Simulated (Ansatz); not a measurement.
Convergence test: the k-point mesh is varied and all else is held.
- system: Hf2Si (I4/mcm, 6 atoms in the cell)
- method: DFT PBEsol, scalar-relativistic, plane waves, PAW (Ansatz); cutoff 420 eV, Gaussian smearing of 0.1 eV
ΔE is the free energy less its value at the densest setting, 16×16×16.
Dashed lines or grey bands mark the tolerance: 1 meV/atom and 0.1 GPa.
On logarithmic panels, open markers lie below the reference value and filled ones above.
Values: 1×1×1, 2×2×2, 4×4×4, 6×6×6, 8×8×8, 10×10×10, 12×12×12, 14×14×14 and 16×16×16.

How do the results converge (to 1 meV/atom and 0.1 GPa)?

Answer. The free energy is within 1 meV/atom of the densest setting's value from 8×8×8 on. It is off by 160 meV/atom at 1×1×1, 3.4 meV/atom at 4×4×4 and 2 meV/atom at 6×6×6 (on both sides of it). The pressure is within 0.1 GPa of the densest setting's value from 4×4×4 on. It is −3.05 GPa at 1×1×1, −2.67 GPa at 2×2×2 and −2.39 GPa at 16×16×16. The system is metallic at this level.

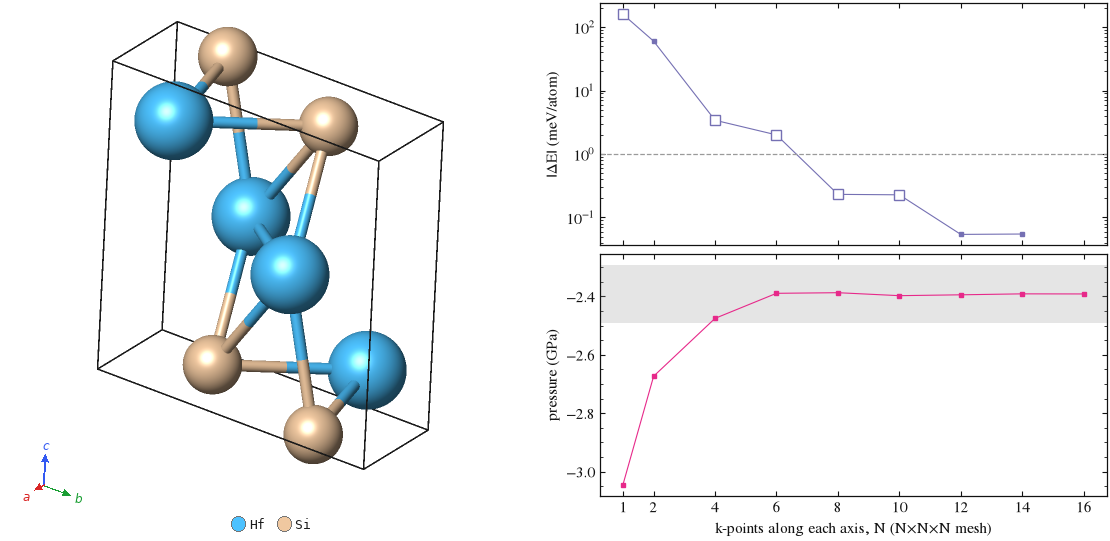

Beside the plot: the structure.
